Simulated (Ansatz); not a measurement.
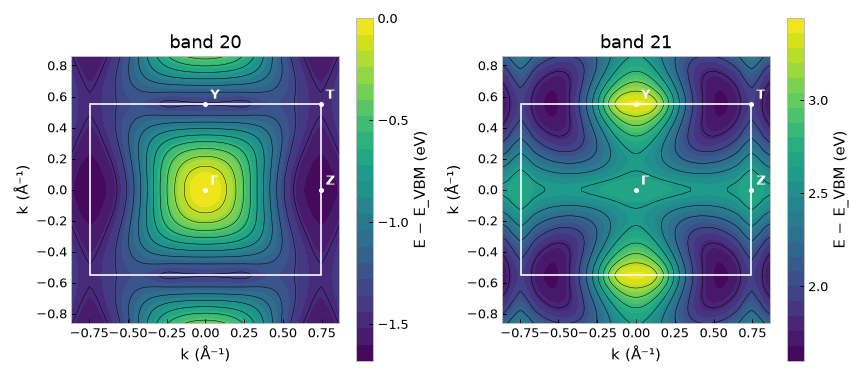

Two bands of SnO (space group Pmn2_1, No. 31) over the plane through Γ, Z and Y: the highest mostly filled and the lowest mostly empty one.

Method: Ansatz, DFT PBE, scalar-relativistic, plane waves, PAW; levels and slopes on a dense k mesh at the converged density. No spin polarisation. Mesh 24×14×18, interpolated with the band slopes. Unrelaxed database geometry. The cell comes from a database of computed structures, not from a measurement.

Question: Give both levels and their distance at the named points.

Answer:
| point | lower band (eV) | upper band (eV) | distance (eV) |
| --- | --- | --- | --- |
| Γ | 0.00 | 2.70 | 2.70 |
| Z | −1.65 | 2.71 | 4.36 |
| Y | −1.36 | 3.38 | 4.74 |
| T | −1.49 | 1.94 | 3.43 |

Question: Where are the band edges of the whole zone?

Answer: The valence band has two equivalent maxima on the Γ–X line, flat along one line in k (constant-energy surfaces there are tubes), with masses 0.48 and 0.61 mₑ across; the conduction band has two equivalent minima on the S–Y line, principal masses 0.20, 0.48 and 0.78 mₑ. The gap is indirect, 1.36 eV at this level of theory, which underestimates gaps and can reorder valleys that lie close.

Spin-orbit coupling, left out here, can change the gap, its kind, the place of the band edges and the masses, since the compound holds Sn.
